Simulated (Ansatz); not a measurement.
Si$_{3}$N$_{4}$

Input file:

```
crystal:
  lattice:
    - [0.0, 3.83825, 3.83825]
    - [3.83825, 0.0, 3.83825]
    - [3.83825, 3.83825, 0.0]
  atoms:
    - { symbol: Si, position: [0.625, 0.625, 0.625] }
    - { symbol: Si, position: [0.125, 0.625, 0.625] }
    - { symbol: Si, position: [0.625, 0.625, 0.125] }
    - { symbol: Si, position: [0.625, 0.125, 0.625] }
    - { symbol: Si, position: [0.0, 0.0, 0.0] }
    - { symbol: Si, position: [0.25, 0.25, 0.25] }
    - { symbol: "N", position: [0.3824, 0.3824, 0.3824] }
    - { symbol: "N", position: [0.3972, 0.8676, 0.8676] }
    - { symbol: "N", position: [0.3824, 0.3824, 0.8528] }
    - { symbol: "N", position: [0.8676, 0.3972, 0.8676] }
    - { symbol: "N", position: [0.8528, 0.3824, 0.3824] }
    - { symbol: "N", position: [0.8676, 0.8676, 0.8676] }
    - { symbol: "N", position: [0.3824, 0.8528, 0.3824] }
    - { symbol: "N", position: [0.8676, 0.8676, 0.3972] }
scf:
  occupations: { method: fixed }
output:
  forces: true
  stress: true
  eigenvalues: true
  write_density: true
  write_potential: true
  elf: true
  volumetric_format: npy
hamiltonian:
  xc: pbesol
kpoints:
  mp_grid: { grid: [6, 6, 6] }
basis:
  ecutwfc: 600
relax:
  f_tol: 0.002
  max_steps: 60
  cell: { stress_tol: 0.02 }
```

Launched as:

```sh
ansatz run input.yaml --threads 4 --pin off --max-ram 10240MiB --backend cpu --events-out ev --progress --plain --runs-dir out
```

Below, planes, directions and counts refer to the conventional cell (a = 7.74 Å, b = 7.74 Å, c = 7.74 Å, α = 90.00°, β = 90.00°, γ = 90.00°).

The fields are those of the relaxed geometry.

Space group Fd-3m.

The calculation used DFT PBEsol, scalar-relativistic, plane waves, PAW in Ansatz.

Predict the valence pseudo-density and electron localisation function between the atoms.

Answer. Si–N (1.88 Å): ρ is about 0.84 e/Å³ halfway; the ELF peaks at about 0.90 between the atoms.

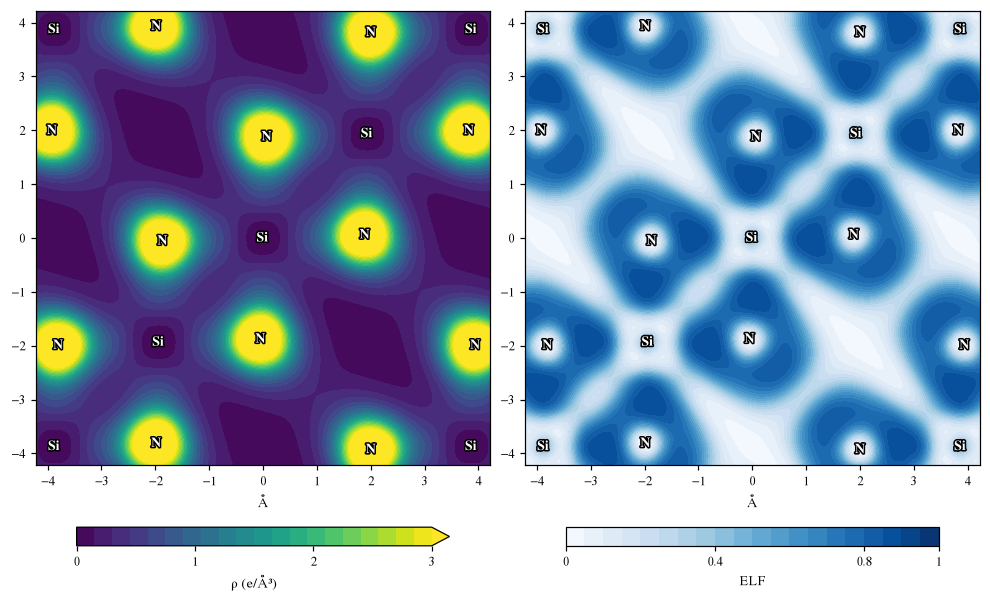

Computed valence pseudo-density and electron localisation function on the (100) plane of the conventional cell, in this order. 

The density is the valence pseudo-density of a PAW calculation; it isn't the true density close to the nuclei.
